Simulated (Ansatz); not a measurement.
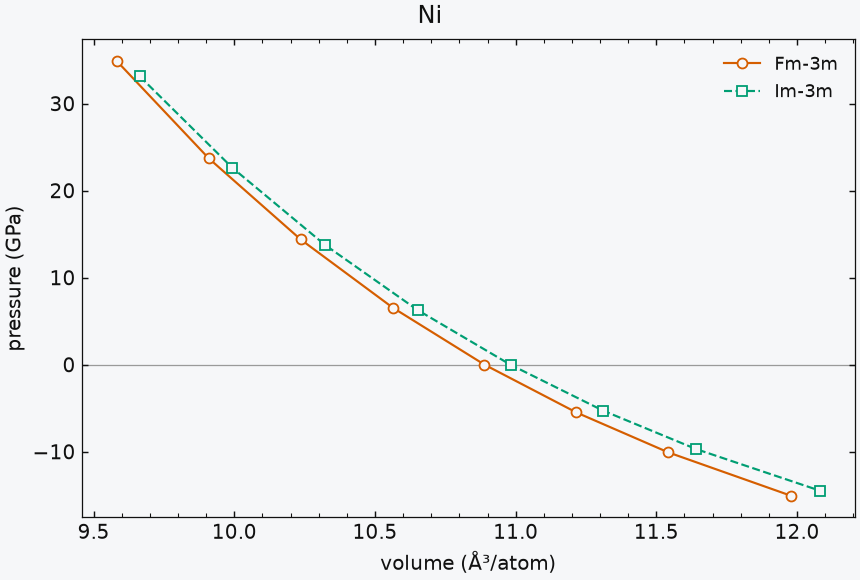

How it was computed, with Ansatz 0.2.0: third-order Birch-Murnaghan fit to density functional energies at scaled volumes of the given relaxed cell, shape and atoms relaxed at each volume; energies count from the fitted minimum; plane waves with PAW datasets, Γ-centred k mesh. Level: PBE, collinear spin.

```
       setting     value
   wave cutoff    420 eV
   occupations  Gaussian
smearing width    0.1 eV
```

Figure. Pressure against volume, with one curve for each structure, for Ni.

Settings that differ: Fm-3m: k mesh 20×20×20; Im-3m: k mesh 22×22×22.

The fitted equilibrium volumes, smallest first, are Fm-3m 10.89, Im-3m 10.98 Å³/atom. The fitted bulk moduli, smallest first, are Im-3m 192, Fm-3m 200 GPa. For Fm-3m, the pressure falls from 34.87 GPa at volume 9.583 Å³/atom to −15.05 GPa at 11.978 Å³/atom, and changes sign near 10.89 Å³/atom. For Im-3m, the pressure falls from 33.13 GPa at volume 9.664 Å³/atom to −14.46 GPa at 12.080 Å³/atom, and changes sign near 10.98 Å³/atom.
